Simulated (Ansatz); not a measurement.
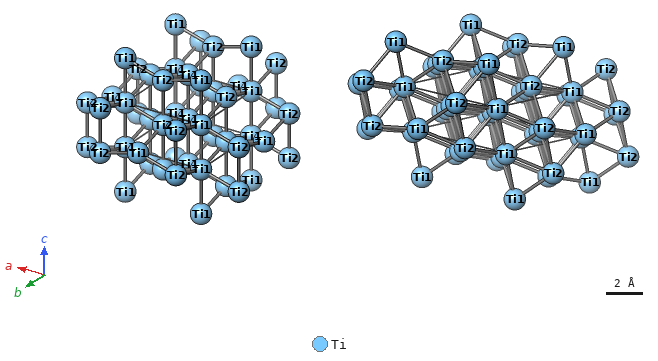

Two geometries of crystalline Ti (a generated structure, set up in I4_1/amd), drawn at one scale. One is the start of a relaxation, the other its converged end. The picture is a ball-and-stick view of the conventional cell (2 times the calculation's cell), seen from a free direction. Lengths and directions refer to the drawn axes.

Level of theory: DFT, PBE, plane waves (420 eV) with PAW, scalar-relativistic (Ansatz). (plane-wave cutoff 420 eV; k-point mesh 13 × 13 × 9; occupations fermi dirac; smearing width 0.05 eV; collinear spin; cell and atoms relaxed; force threshold 0.01 eV/Å; at most 60 steps)

**Which one is relaxed?**

The right one is the relaxed one. Phase: beta-Sn type. The largest moves relative to the cell, 0.21 Å, are those of Ti1 and Ti2. Ti2 goes along [1 −1 0]. The volume changes by −6.2 %, with a = b 5.140 → 5.505 Å (+7.1 %), c 2.807 → 2.937 Å (+4.7 %), α 90.0° → 74.5°, β 90.0° → 74.5°, γ 90.0° → 55.1°. Some distances before and after: Ti1–Ti1 3.896 → 2.937 Å, Ti1–Ti2 3.322 → 2.881 Å, Ti1–Ti2 (another image) 2.664 → 2.880 Å, Ti1–Ti1 (another image) 2.807 → 2.937 Å. New bonds form: Ti1–Ti1 (3.90 → 2.94 Å), Ti2–Ti2 (3.90 → 2.94 Å). Bond angles that change, for instance: Ti2–Ti1–Ti2 94.0° → 145.7°, Ti2–Ti1–Ti2 94.0° → 61.3°, Ti1–Ti1–Ti2 105.3° → 120.6°. The space group (tolerance 0.01 Å) goes from I4_1/amd (No. 141) to P6_3/mmc (No. 194). After 21 accepted moves (25 points after the start) the energy has fallen by 450 meV per atom. The pressure goes from −4.81 to 0.01 GPa. The line search rejected the trial step at point 12 of the run. At 3 points the geometry stayed and the basis and grid were re-selected for the new cell (energy shift of 59.1 meV per atom at most each time). The program noted that the starting moments weren't kept. The run took of the order of 20 core-minutes on a shared host.
